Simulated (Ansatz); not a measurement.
Cu27O2 (slab)

Input file:

```
crystal:
  lattice:
    - [7.668573042, 0.0, 0.0]
    - [3.834286521, 6.6411790651, 0.0]
    - [0.0, 0.0, 21.1742424462]
  atoms:
    - { symbol: Cu, position: [0.1111111111, 0.1111111111, 0.4014311266] }
    - { symbol: Cu, position: [0.4444444444, 0.1111111111, 0.4014311266] }
    - { symbol: Cu, position: [0.7777777778, 0.1111111111, 0.4014311266] }
    - { symbol: Cu, position: [0.1111111111, 0.4444444444, 0.4014311266] }
    - { symbol: Cu, position: [0.4444444444, 0.4444444444, 0.4014311266] }
    - { symbol: Cu, position: [0.7777777778, 0.4444444444, 0.4014311266] }
    - { symbol: Cu, position: [0.1111111111, 0.7777777778, 0.4014311266] }
    - { symbol: Cu, position: [0.4444444444, 0.7777777778, 0.4014311266] }
    - { symbol: Cu, position: [0.7777777778, 0.7777777778, 0.4014311266] }
    - { symbol: Cu, position: [-0.1111111111, 0.2222222222, 0.5] }
    - { symbol: Cu, position: [0.2222222222, 0.2222222222, 0.5] }
    - { symbol: Cu, position: [0.5555555556, 0.2222222222, 0.5] }
    - { symbol: Cu, position: [-0.1111111111, 0.5555555556, 0.5] }
    - { symbol: Cu, position: [0.2222222222, 0.5555555556, 0.5] }
    - { symbol: Cu, position: [0.5555555556, 0.5555555556, 0.5] }
    - { symbol: Cu, position: [-0.1111111111, 0.8888888889, 0.5] }
    - { symbol: Cu, position: [0.2222222222, 0.8888888889, 0.5] }
    - { symbol: Cu, position: [0.5555555556, 0.8888888889, 0.5] }
    - { symbol: Cu, position: [0.0, 0.0, 0.5985688734] }
    - { symbol: Cu, position: [0.3333333333, 0.0, 0.5985688734] }
    - { symbol: Cu, position: [0.6666666667, 0.0, 0.5985688734] }
    - { symbol: Cu, position: [0.0, 0.3333333333, 0.5985688734] }
    - { symbol: Cu, position: [0.3333333333, 0.3333333333, 0.5985688734] }
    - { symbol: Cu, position: [0.6666666667, 0.3333333333, 0.5985688734] }
    - { symbol: Cu, position: [0.0, 0.6666666667, 0.5985688734] }
    - { symbol: Cu, position: [0.3333333333, 0.6666666667, 0.5985688734] }
    - { symbol: Cu, position: [0.6666666667, 0.6666666667, 0.5985688734] }
    - { symbol: O, position: [0.4113263972, 0.3333333333, 0.6859391774], spin: 0.5 }
    - { symbol: O, position: [0.5886736028, 0.3333333333, 0.6859391774], spin: 0.5 }
magnetization:
  spin_polarized: true
scf:
  occupations: { method: gaussian, width: 0.1 }
output:
  forces: true
  populations: true
  write_density: true
  write_potential: true
  elf: true
  volumetric_format: npy
hamiltonian:
  xc: pbe
kpoints:
  mp_grid: { grid: [3, 3, 1] }
efield:
  axis: 3
  dipole_correction: true
relax:
  f_tol: 0.02
  max_steps: 80
  constraints: [{ sites: [0, 1, 2, 3, 4, 5, 6, 7, 8] }]
```

Launched as:

```sh
ansatz run input.yaml --threads 8 --pin off --max-ram 24576MiB --backend cpu --events-out ev --progress --plain --runs-dir out
```

The fields are those of the relaxed geometry.

The program warned that a starting moment wasn't kept; spin-polarised, but the moments vanished.

Method: DFT PBE, scalar-relativistic, plane waves, PAW in Ansatz.

What will maps of the valence pseudo-density and electron localisation function show?

Answer. Cu–O (1.94 Å): ρ at the midpoint is about 0.67 e/Å³; the ELF peaks at about 0.85 in the valence shell of O, 0.6 Å from its nucleus, and is about 0.20 at the midpoint: no localised pair shows between them.
Cu–O (2.11 Å): the density is about 0.44 e/Å³ at the midpoint; the ELF peaks at about 0.80 in the valence shell of O, 0.6 Å from its nucleus, and is about 0.15 at the midpoint: no localised pair shows between them.

Does the calculation make it a metal, or give it a gap?

Answer. It is gapless in this calculation (a metal or semimetal).

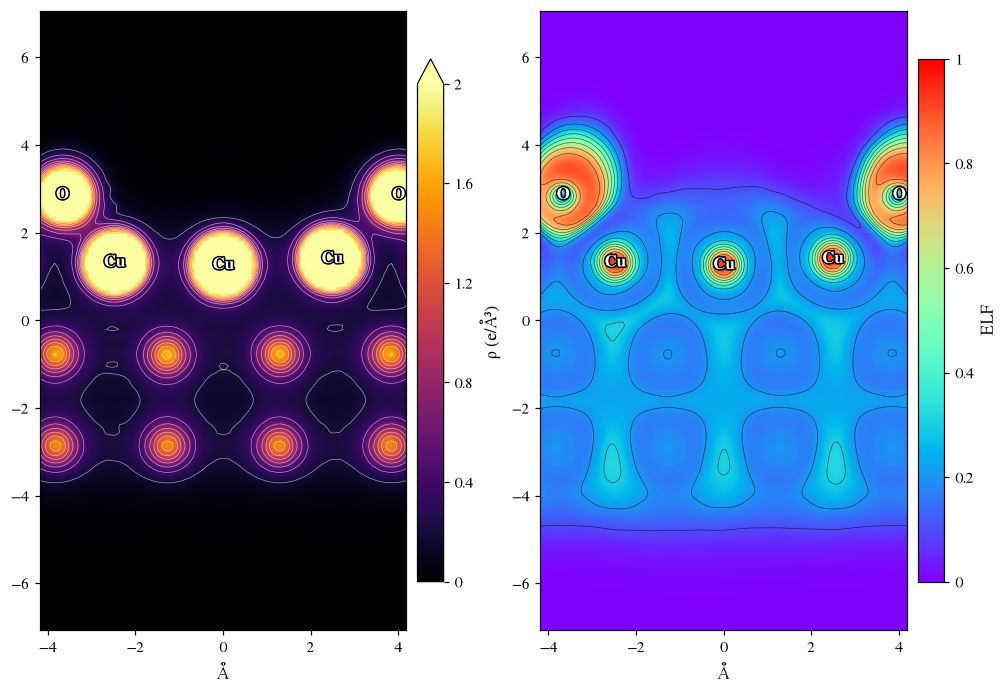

Computed valence pseudo-density and electron localisation function on the (110) plane of the calculation cell, a cut from vacuum to vacuum, in this order. Atoms just off the plane (Cu, 0.7 Å away) can leave unmarked features too.
